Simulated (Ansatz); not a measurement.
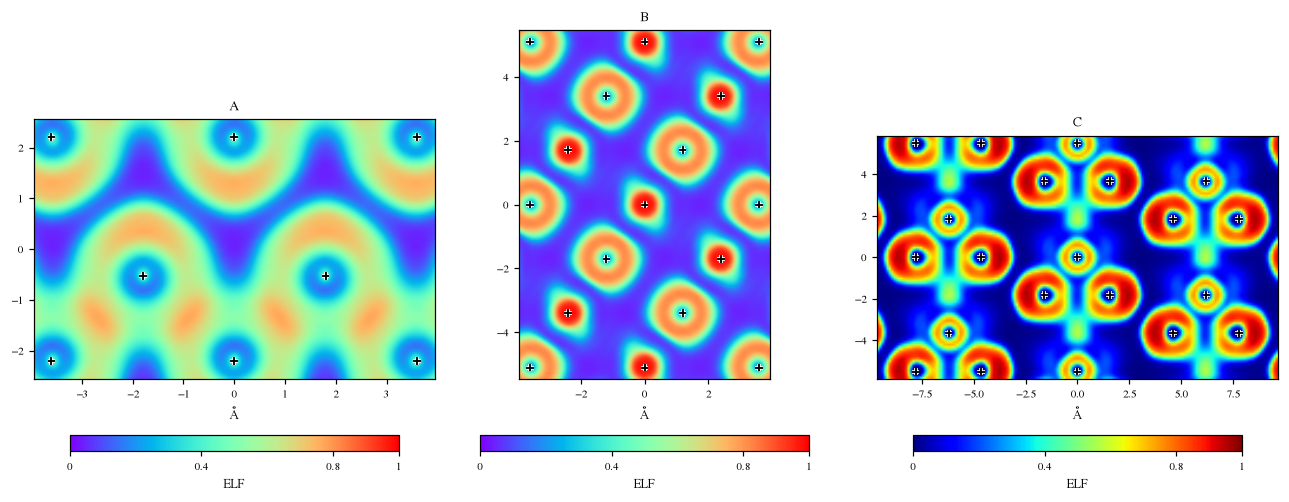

The ELF of 3 systems, each on a plane through atoms (crosses mark nuclei in the plane).

All numbers below come from Ansatz 0.2.0, Kohn-Sham DFT of a periodic cell, r2SCAN, Ansatz PAW.

System 1: CoO, the (110) plane of the conventional cell. Space group R-3m; a structure from a database of computed crystals, not necessarily the ambient phase; computed pressure about 15 GPa in this cell; spin-polarised.

```yaml
crystal:
  lattice:
    - [2.94947, 0.00000, 0.00000]
    - [-1.47474, 2.55432, 0.00000]
    - [0.00000, 0.00000, 7.17036]
  atoms:
    - { symbol: Co, position: [0.00000, 0.00000, 0.00000] }
    - { symbol: Co, position: [0.66667, 0.33333, 0.33333] }
    - { symbol: Co, position: [0.33333, 0.66667, 0.66667] }
    - { symbol: O, position: [0.33333, 0.66667, 0.16667] }
    - { symbol: O, position: [0.00000, 0.00000, 0.50000] }
    - { symbol: O, position: [0.66667, 0.33333, 0.83333] }
```

System 2: WS2, the (110) plane of the conventional cell. Space group R3m; not relaxed (largest force 0.7 eV/Å).

```
W S
1.0
     3.17891    0.00000    0.00000
    -1.58946    2.75302    0.00000
     0.00000    0.00000   18.61245
W S
3 6
Direct
  0.00000 0.00000 0.00000
  0.66667 0.33333 0.33333
  0.33333 0.66667 0.66667
  0.33333 0.66667 0.24767
  0.00000 0.00000 0.58100
  0.66667 0.33333 0.91433
  0.66667 0.33333 0.08363
  0.33333 0.66667 0.41697
  0.00000 0.00000 0.75030
```

System 3: As, the (010) plane of the conventional cell. Space group Cmce; computed pressure about 5 GPa in this cell.

```yaml
crystal:
  lattice:
    - [3.60067, 0.00000, 0.00000]
    - [0.00000, 10.85133, 0.00000]
    - [0.00000, 0.00000, 4.40959]
  atoms:
    - { symbol: As, position: [0.00000, 0.61000, 0.56000] }
    - { symbol: As, position: [0.50000, 0.11000, 0.56000] }
    - { symbol: As, position: [0.00000, 0.11000, 0.94000] }
    - { symbol: As, position: [0.50000, 0.61000, 0.94000] }
    - { symbol: As, position: [0.00000, 0.39000, 0.44000] }
    - { symbol: As, position: [0.50000, 0.89000, 0.44000] }
    - { symbol: As, position: [0.00000, 0.89000, 0.06000] }
    - { symbol: As, position: [0.50000, 0.39000, 0.06000] }
```

Match each panel to its system.

Answer. Panel A is system 3, As: the plane holds As. As–As (2.46 Å): the ELF peaks at about 0.75 between the atoms; localised, covalent bonding. Panel B is system 1, CoO: the plane holds Co and O. Co–O (2.08 Å): the ELF peaks at about 0.80 in the valence shell of O, 0.6 Å from its nucleus, and is about 0.15 at the midpoint (no shared electron pair shows on this line). Panel C is system 2, WS2: the plane holds W and S. W–S (2.41 Å): the ELF peaks at about 0.85 in the valence shell of S, 0.8 Å from its nucleus, and is about 0.50 at the midpoint.
